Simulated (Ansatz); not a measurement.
## STM study: Rh(111) (Fm-3m bulk, 6 atomic planes (those closer than 0.6 Å count as one), 11 Å)

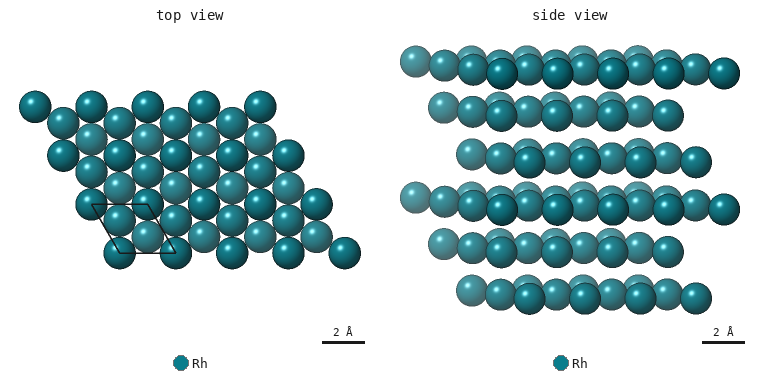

The relaxed structure from above and from the side.

The calculation used Ansatz, DFT PBE, scalar-relativistic, plane waves, PAW. Cutoff 420 eV, 21 × 21 k-points, Gaussian smearing 0.1 eV, dipole correction. The slab is a cut without reconstruction beyond its cell, at the source's lattice constants, with its lower half held fixed and the rest relaxed. No spin polarisation. The run couldn't confirm all of its levels under its output density. The run warns that the functional's potential is rough in the thin density of the vacuum, where the tip is; weak contrasts and barriers may feel it.

Tersoff–Hamann simulation (s-wave tip); biases are sample biases. Bias windows are sharp sums over the levels of the k mesh.

Input file:

```yaml
crystal:
  lattice:
    - [2.6891978, 0.0, 0.0]
    - [-1.3445989, 2.32891361, 0.0]
    - [0.0, 0.0, 28.9786038365]
  atoms:
    - { symbol: Rh, position: [0.6666666666, 0.3333333334, 0.3105739687] }
    - { symbol: Rh, position: [0.3333333334, 0.6666666668, 0.3863443792] }
    - { symbol: Rh, position: [0.0, 0.0, 0.4621147897] }
    - { symbol: Rh, position: [0.6666666666, 0.3333333334, 0.5391876604] }
    - { symbol: Rh, position: [0.3333333334, 0.6666666668, 0.6152766423] }
    - { symbol: Rh, position: [0.0, 0.0, 0.6904454631] }
basis:
  ecutwfc: 420.0
  fft_grid_basis: typed
kpoints:
  mp_grid: { grid: [21, 21, 1] }
hamiltonian:
  xc: pbe
  pseudopotentials: { kind: paw }
scf:
  occupations: { method: gaussian, width: 0.1 }
output:
  forces: true
  eigenvalues: true
  band_densities:
    - { e_range: [-2.0, -1.0] }
    - { e_range: [-1.0, -0.5] }
    - { e_range: [-0.5, -0.25] }
    - { e_range: [-0.25, 0.0] }
    - { e_range: [0.0, 0.25] }
    - { e_range: [0.25, 0.5] }
    - { e_range: [0.5, 1.0] }
    - { e_range: [1.0, 1.5] }
  band_residual_tolerance: 1.0e-05
  write_potential: true
  elf: true
  write_density: true
  volumetric_format: npy
efield:
  axis: 3
  dipole_correction: true
  ramp_width: 0.04
checkpoint:
  read: start.run
  write: ck
  compress: false
  write_wavefunctions: false
  write_every: 100000
```

Launched as:

```sh
ansatz run input.yaml --threads 1 --pin off --max-ram 2211MiB --backend cpu --events-out ev --progress --plain --runs-dir out
```

This step took 47 s on 1 thread of Intel(R) Xeon(R) 6975P-C (Granite Rapids) (shared host), peak memory 0.65 GiB; the relaxation before it isn't counted.

Part 1: One image

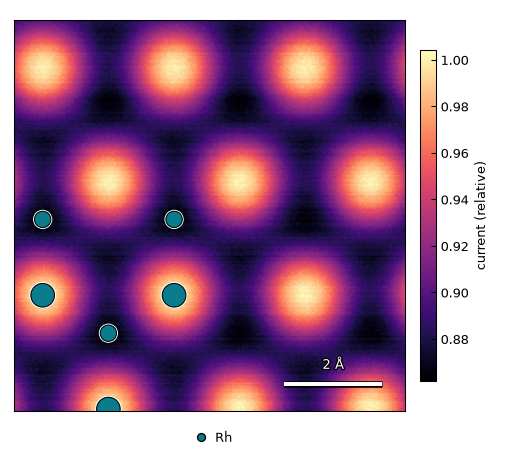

Constant-height image 3.0 Å above the topmost atom of this surface, sample bias −1.00 V. The atoms seen from above are drawn over one corner (deeper ones smaller). Noise was added to mimic a scan.

Which atoms or sites appear bright, which dark, and how strong is the contrast?

Answer. The brightest spots lie over the top Rh atoms; the darkest points are over the sites above the Rh atoms 2.2 Å below the top plane. The brightest point carries 1.2 times the current of the darkest. So weak a contrast (1.15 times) depends on the k-mesh and on the tip.

Part 2: Approach curves

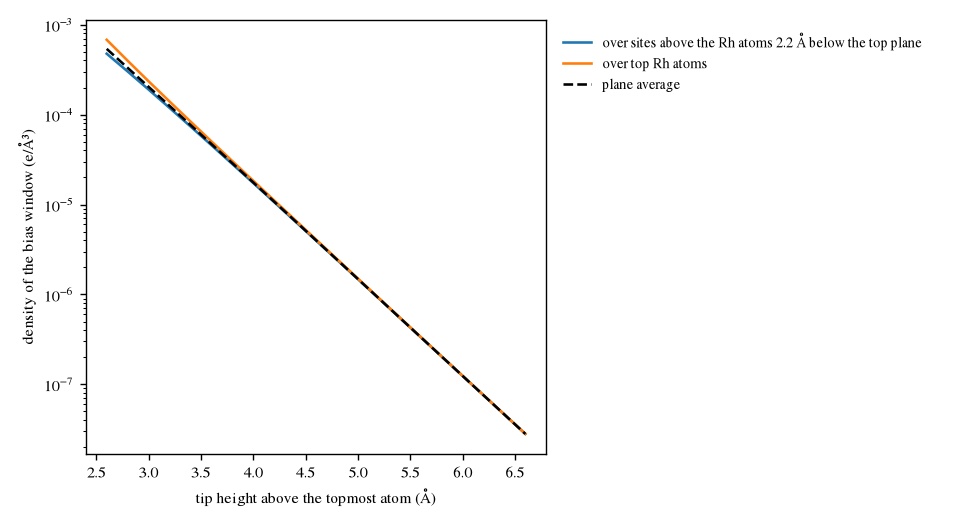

Approach curves over this surface at a sample bias of −0.50 V.

How fast does the current decay, and what apparent barrier height does that imply?

Answer. Near 4 Å the plane average falls as exp(−2.46 z/Å), a factor of 12 per ångström, which gives an apparent barrier of 5.8 eV (0.952 eV Å² times the slope squared). The vacuum level lies 5.15 eV above zero bias. The apparent barrier is above 5.15 eV. At 4 Å the 0.25 eV of states nearest the highest filled state carry 63 % of the density.

Part 3: States by depth

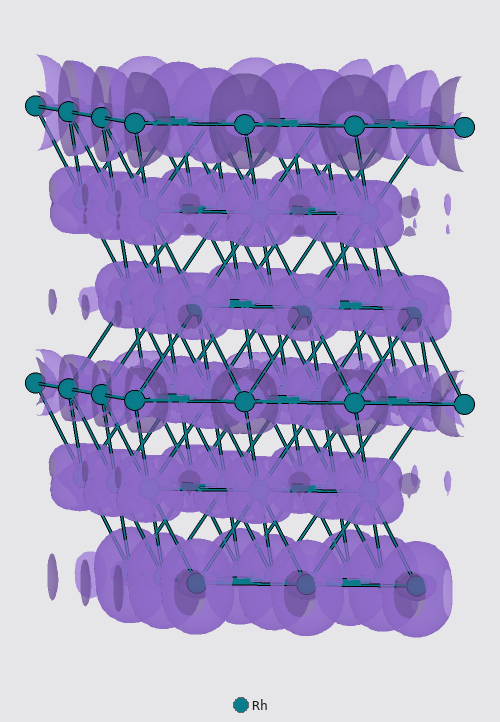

Density of all states between −0.25 and 0.00 eV (zero: the Fermi level) of this surface: purple isosurface at 2.9 × 10⁻² e/Å³, seen from the side.

The picture shows the smooth PAW orbitals' density alone, which lacks about 40 % of these states' charge, near the nuclei; the shares below count all of it.

Where in the slab do these states sit?

Answer. The window holds 2.2 states per cell. Shares by plane (space cut midway between planes), top to bottom: Rh 22 %, Rh 14 %, Rh 14 %, Rh 14 %, Rh 14 %, Rh 22 %; the outer planes' shares include the vacuum, and density in a gap between layers is shared out between the planes on either side. The outer planes of both faces hold more than their share.
